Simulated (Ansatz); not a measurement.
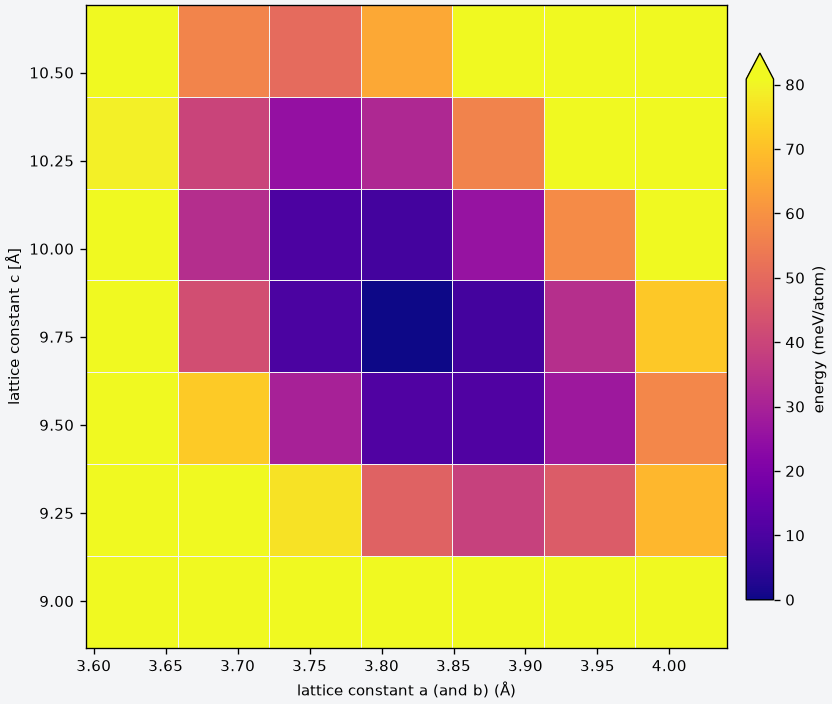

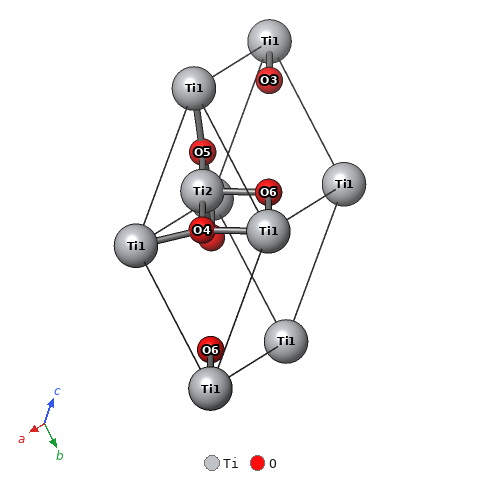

Energy landscape of TiO2 (I4_1/amd, No. 141; 6 atoms in the cell). The energy is mapped over the lattice constants a and c of the conventional cell. Coordinates scanned: (1) lattice constant a (and b); (2) lattice constant c. Nothing is relaxed (fractional coordinates fixed). The scan uses a 7 × 7 grid. Points are written as (first, second). Energies: meV/atom, counted from the lowest grid point. Level of theory: DFT PBE+U, scalar-relativistic, plane waves, PAW (Ansatz 0.2.0). Settings: cutoff 520 eV, k-mesh 8×8×8, gaussian smearing 0.05 eV, U_eff Ti 4 eV, no spin polarisation.

In the figure: one coloured cell a grid point, one colour for all values above the top of the scale. The second picture is the structure at the lowest point

### Describe this landscape.

The lowest grid point is at (3.817 Å, 9.78 Å). It is the only kind of minimum in the scanned range. The highest grid point, (3.626 Å, 9.00 Å), lies 312 meV/atom above the lowest. Round the minimum the valley is somewhat tilted: raising lattice constant a (and b) shifts the best value of lattice constant c downwards (coupling k₁₂/√(k₁₁k₂₂) about 0.5). The gap on the k-mesh is 2.6 eV at the lowest point and runs from 2.1 to 3.1 eV over the map.

Grid values (meV/atom):

| lattice constant c ↓, lattice constant a (and b) → | 3.626 | 3.690 | 3.754 | 3.817 | 3.881 | 3.945 | 4.008 |
| --- | --- | --- | --- | --- | --- | --- | --- |
| 10.56 | 88 | 57 | 50 | 65 | 97 | 144 | 203 |
| 10.30 | 79 | 40 | 25 | 32 | 56 | 96 | 149 |
| 10.04 | 82 | 33 | 10 | 9 | 26 | 58 | 104 |
| 9.78 | 101 | 42 | 10 | 0 | 9 | 33 | 71 |
| 9.52 | 141 | 72 | 30 | 11 | 11 | 27 | 57 |
| 9.26 | 208 | 129 | 77 | 48 | 39 | 46 | 68 |
| 9.00 | 312 | 222 | 159 | 120 | 101 | 99 | 112 |

Each point was launched as `ansatz run input.yaml --threads 2 --pin off --max-ram 4096MiB --backend cpu --events-out ev --progress --plain --runs-dir out`. Time for the 49 points that were run: 9.1 min on 2 threads of Arm Neoverse V1, with other jobs on the host.

PAW datasets: the set soft_1.
